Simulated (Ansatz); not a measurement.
## Electronic structure of Zn17Se16 (cell charge +1, with a compensating background) (cell with a defect) in real space

Input

```
crystal:
  lattice:
    - [5.7317611754, -5.7317611754, -5.7317611754]
    - [-5.7317611754, -5.7317611754, 5.7317611754]
    - [-5.7317611754, 5.7317611754, -5.7317611754]
  atoms:
    - { symbol: Zn, position: [0.2492121606, 0.2463572163, 0.501594525], spin: 0.091 }
    - { symbol: Zn, position: [0.2475337238, 0.4931763569, 0.2470442545], spin: 0.091 }
    - { symbol: Zn, position: [0.2500017312, 0.7486352343, -0.0001269059] }
    - { symbol: Zn, position: [3.62229e-05, 0.2486836832, 0.7499118301] }
    - { symbol: Zn, position: [0.2501141228, -0.0013460805, 0.7500320016] }
    - { symbol: Zn, position: [0.0190948674, 0.4987194995, 0.4998978842] }
    - { symbol: Zn, position: [3.29938e-05, 0.7486969766, 0.2499426172] }
    - { symbol: Zn, position: [0.7499727524, 0.2486127519, -0.0001075334] }
    - { symbol: Zn, position: [0.9812759261, 0.9799056048, 0.9811151346] }
    - { symbol: Zn, position: [0.7492753641, 0.5025098746, 0.749484775], spin: 0.091 }
    - { symbol: Zn, position: [0.7515328157, 0.747268261, 0.4984323956], spin: 0.091 }
    - { symbol: Zn, position: [0.5050410854, 0.2522331594, 0.2541050456], spin: 0.091 }
    - { symbol: Zn, position: [0.7500713613, -0.0013805884, 0.2500175438] }
    - { symbol: Zn, position: [0.4998677675, 0.4986375224, 0.0190758083] }
    - { symbol: Zn, position: [0.5005567883, 0.7463939938, 0.7473006903], spin: 0.091 }
    - { symbol: Zn, position: [0.499976063, 0.0174197392, 0.4998032326] }
    - { symbol: Se, position: [0.0024523438, 0.2460655334, 0.4999808177] }
    - { symbol: Se, position: [0.0023705517, 0.4986620369, 0.2472438662] }
    - { symbol: Se, position: [-0.0022700833, 0.7437500982, -0.0023839988] }
    - { symbol: Se, position: [0.752600706, 0.2535488188, 0.7525079881] }
    - { symbol: Se, position: [-0.0021971054, -0.0036200912, 0.7450312817] }
    - { symbol: Se, position: [0.7710678565, 0.4965189368, 0.4983845362], spin: 0.091 }
    - { symbol: Se, position: [0.7526708302, 0.7512723994, 0.2549989544] }
    - { symbol: Se, position: [0.5000572565, 0.2460359736, 0.0024227842] }
    - { symbol: Se, position: [0.7451604976, -0.0036543797, -0.0023122979] }
    - { symbol: Se, position: [0.5021616802, 0.4970139984, 0.7751770212], spin: 0.091 }
    - { symbol: Se, position: [0.4976432722, 0.768372577, 0.4992492917], spin: 0.091 }
    - { symbol: Se, position: [0.2275963284, 0.2251641061, 0.229743474], spin: 0.091 }
    - { symbol: Se, position: [0.5000338703, 0.0009762599, 0.2472632577] }
    - { symbol: Se, position: [0.2472524454, 0.498659706, 0.0023444599] }
    - { symbol: Se, position: [0.2551425414, 0.7513002535, 0.7526128572] }
    - { symbol: Se, position: [0.2474424387, 0.0009461407, 0.4999808595] }
    - { symbol: Zn, position: [0.5010542715, 0.4972898055, 0.5011842571], spin: 0.091 }
  host:
    lattice:
      - [0.0, 2.8658805877, 2.8658805877]
      - [2.8658805877, 0.0, 2.8658805877]
      - [2.8658805877, 2.8658805877, 0.0]
    atoms:
      - { symbol: Zn, position: [0.0, 0.0, 0.0] }
      - { symbol: Se, position: [0.75, 0.75, 0.75] }
total_charge: 1
basis:
  ecutwfc: 420
  xc_grid: 2
kpoints:
  mp_grid: { grid: [2, 2, 2], shift: [0.5, 0.5, 0.5] }
hamiltonian:
  xc: pbe
scf:
  occupations: { method: gaussian, width: 0.01 }
output:
  forces: true
  stress: false
  eigenvalues: true
  populations: true
  charged_corrections:
    defect_position: [0.5, 0.5, 0.5]
    epsilon: [[10.789, 0.0, 0.0], [0.0, 10.789, 0.0], [0.0, 0.0, 10.789]]
  write_density: true
  write_potential: true
  elf: true
  volumetric_format: npy
magnetization:
  spin_polarized: true
relax:
  adjacent_minimum: "off"
  f_tol: 0.025
  max_steps: 45
```

Launched as:

```sh
ansatz run input.yaml --threads 4 --pin off --max-ram 10240MiB --backend cpu --events-out ev --progress --plain --runs-dir out
```

The fields are those of the run's last geometry, not of the input's.

Spin-polarised.

These are results of Ansatz, DFT PBE, scalar-relativistic, plane waves, PAW, not measurements.

The density is the valence pseudo-density of a PAW calculation; it isn't the true density close to the nuclei.

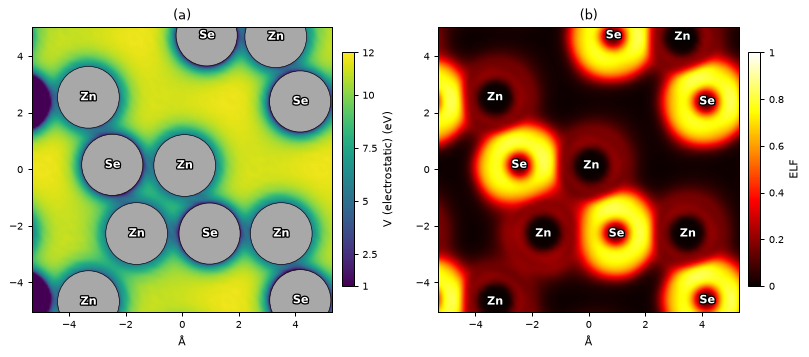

Figure 1. (a) electrostatic potential (local pseudopotential plus Hartree) felt by an electron; (b) electron localisation function on the (010) plane of the calculation cell. Grey discs cover the atomic cores in the potential map.

Q: Interpret the plot.

A: The section cuts through Zn and Se sites.
Zn–Se (2.44 Å): the ELF is about 0.60 at the midpoint.
Zn–Se (2.53 Å): the ELF is about 0.55 at the midpoint.
Zn–Se (2.56 Å): the ELF is about 0.55 at the midpoint.
Outside the cores the potential energy rises away from the atoms and is highest about 2.3 Å from the nearest atoms; its zero is arbitrary.

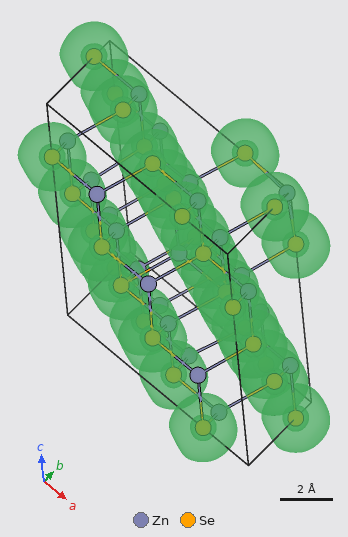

Figure 2. Isosurface of the electron localisation function at 0.6 (green), seen slightly off an axis. Only the valence region is drawn (cores and ρ < 0.01 e/Å³ removed). Sticks mark near contacts.

Q: Where are the electrons localised?

A: At this value the surface marks out 16 regions wrapped around Se (the valence shell of each), counted in one cell of 33 atoms. Any copies at cell faces, edges or corners count once.

Q: Does the calculation give a band gap?

A: It is gapless in this calculation (a metal or semimetal).
